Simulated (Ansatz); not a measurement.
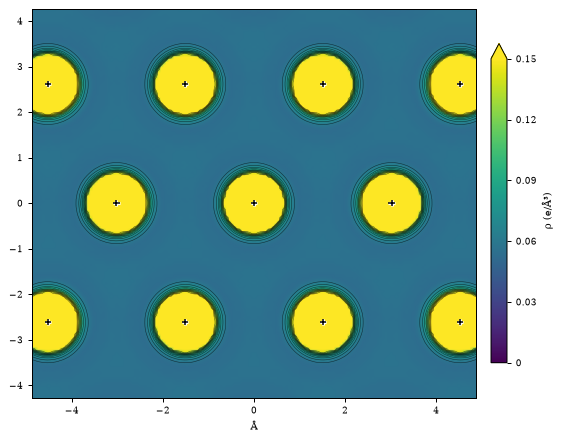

The valence electron density on a plane through atoms (crosses mark nuclei in the plane).

All numbers below come from DFT, revPBE, plane waves (420 eV) with PAW, scalar-relativistic in Ansatz 0.2.0.

Candidates:
A. Li, a = 3.02 Å, b = 3.02 Å, c = 22.12 Å, α = 90.00°, β = 90.00°, γ = 120.00°. Space group R-3m; set up as Li, 9R; changed on purpose from its base cell (volume × 0.92); computed without spin polarisation.
B. Pd, a = 2.89 Å, b = 2.89 Å, c = 4.86 Å, α = 90.00°, β = 90.00°, γ = 120.00°. Space group P6₃/mmc; set up as Pd, hcp; a generated structure, not necessarily the stable one; changed on purpose from its base cell (volume × 1.12); computed pressure about −12 GPa in this cell; spin-polarised.

Question: Which candidate gave the map?

Answer: Candidate A: Li on the (001) plane of the conventional cell, which holds Li. Li–Li (3.02 Å): the density is about 0.06 e/Å³ at the midpoint.
